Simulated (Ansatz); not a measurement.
HfS4

The calculation's input:

```
crystal:
  lattice:
    - [4.6218376329, 0.0, 0.0]
    - [-2.3109188164, 4.0026288022, 0.0]
    - [0.0, 0.0, 6.9005718936]
  atoms:
    - { symbol: Hf, position: [0.0, 0.0, 0.5] }
    - { symbol: S, position: [0.0, 0.0, 0.8596049242] }
    - { symbol: S, position: [0.0, 0.0, 0.1403950758] }
    - { symbol: S, position: [0.3333333333, 0.6666666667, 0.5] }
    - { symbol: S, position: [0.6666666667, 0.3333333333, 0.5] }
basis:
  ecutwfc: 420
kpoints:
  mp_grid: { grid: [12, 12, 6] }
  band_path:
    path:
      - [[0.0, 0.0, 0.0], [0.5, 0.0, 0.0], [0.33333333, 0.33333333, 0.0], [0.0, 0.0, 0.0], [0.0, 0.0, 0.5], [0.5, 0.0, 0.5], [0.33333333, 0.33333333, 0.5], [0.0, 0.0, 0.5]]
      - [[0.5, 0.0, 0.5], [0.5, 0.0, 0.0]]
      - [[0.33333333, 0.33333333, 0.5], [0.33333333, 0.33333333, 0.0]]
    npoints: 14
hamiltonian:
  xc: pbe
scf:
  occupations: { method: gaussian, width: 0.1 }
  n_extra_bands: 12
output:
  forces: true
  stress: true
  eigenvalues: true
  populations: true
  dos: { projected: true, de: 0.02, nscf_kmesh: { grid: [15, 15, 8] } }
  bader: true
  write_density: true
  write_potential: true
  elf: true
  volumetric_format: npy
```

Launched as:

```sh
ansatz run input.yaml --threads 1 --pin off --max-ram 2560MiB --backend cpu --events-out ev --progress --plain --runs-dir out
```

Below, planes, directions and counts refer to the conventional cell (a = 4.62 Å, b = 4.62 Å, c = 6.90 Å, α = 90.00°, β = 90.00°, γ = 120.00°).

Space group P6/mmm; a structure generated by program, which may or may not match a known phase.

Computed with DFT PBE, scalar-relativistic, plane waves, PAW (Ansatz).

> Predict the valence pseudo-density and electron localisation function between the atoms.

S–S (1.94 Å): ρ at the midpoint is about 1.2 e/Å³; the ELF peaks at about 0.80 between the atoms.
Hf–S (2.48 Å): ρ is about 0.38 e/Å³ halfway; the ELF peaks at about 0.75 in the valence shell of S, 0.8 Å from its nucleus, and is about 0.20 at the midpoint: no shared electron pair shows on this line.
Bader's partition of the density gives Hf +1.99 and S −0.70 to −0.29 e.

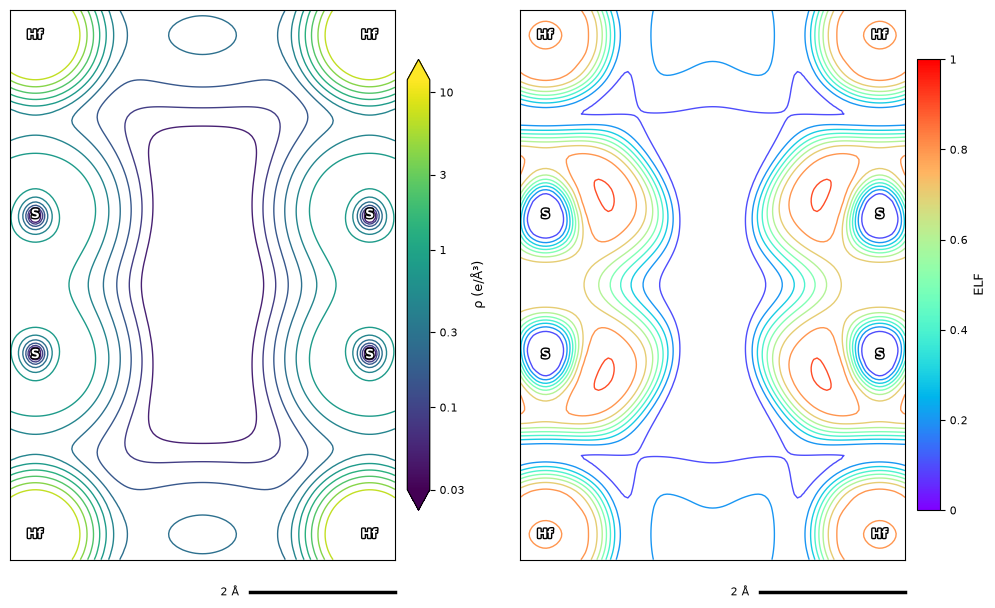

Computed valence pseudo-density and electron localisation function on the (100) plane of the conventional cell, in this order. 

In a PAW calculation such maps are meaningful between the atoms, not at the nuclei.
